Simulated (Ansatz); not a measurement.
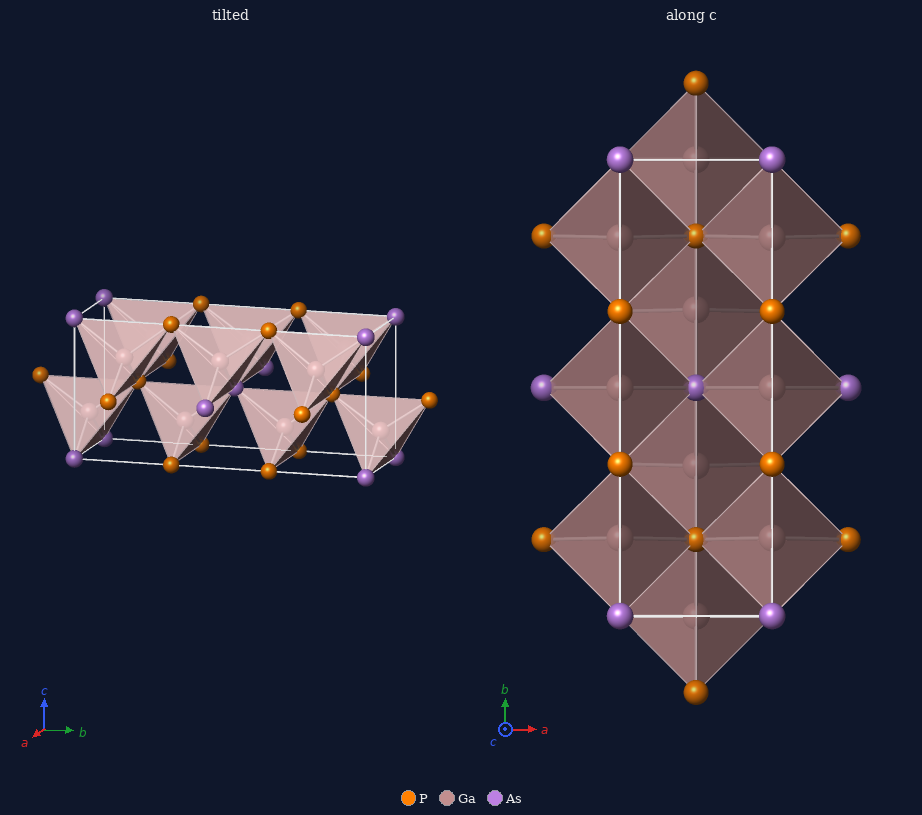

The structure above is drawn in polyhedral style and viewed slightly off an axis and along the c axis. Thin lines show the conventional unit cell, with boundary atoms drawn in all their periodic places. Some atoms of the next cells are drawn as well.

Ga₃AsP₂, space group Imm2 (No. 44), a = 3.904 Å, b = 11.712 Å, c = 5.522 Å, α = 90.00°, β = 90.00°, γ = 90.00°. Source of the structure: a structure type filled with these elements by a generator (whether the compound takes this form wasn't checked). Earlier steps of the study, as a rule a relaxation of our own, may have changed the cell and positions, so they can lie some per cent off the listed ones. It was the input of a calculation with Ansatz.

This one geometry was computed with Ansatz (DFT, plane waves, PAW) at five levels of theory: r2SCAN, PBE with spin-orbit coupling, PBE, HSE06 and PBE0. It was relaxed beforehand with r2SCAN.

Q: Which level gives the highest pressure at this volume, and what does that say about its equilibrium volume?

A: Highest: PBE with spin-orbit coupling (2.6 GPa) and PBE (2.6 GPa), which points to the largest equilibrium volume. Lowest, with the smallest volume: r2SCAN (0.0 GPa) and PBE0 (0.5 GPa). Levels within 0.5 GPa of each other can't be told apart.

Q: How does the band gap change with the level of theory?

A: PBE with spin-orbit coupling: a gap of 1.27 eV, direct; PBE: a gap of 1.31 eV, direct; r2SCAN: a gap of 1.75 eV, indirect; HSE06: a gap of 2.15 eV, indirect; PBE0: a gap of 2.82 eV, indirect.

Q: Collect the results in a table.

A:
| level | cutoff (eV) | k-mesh of the run's cell | gap (eV) | pressure (GPa) |
| --- | --- | --- | --- | --- |
| r2SCAN | 500 | 8×8×8 | 1.75 | 0.0 |
| PBE with spin-orbit coupling | 420 | 8×8×8 | 1.27 | 2.6 |
| PBE | 420 | 8×8×8 | 1.31 | 2.6 |
| HSE06 | 420 | 4×4×4 | 2.15 | 0.7 |
| PBE0 | 420 | 4×4×4 | 2.82 | 0.5 |

Gaps are taken on the k-mesh or band path of each run.
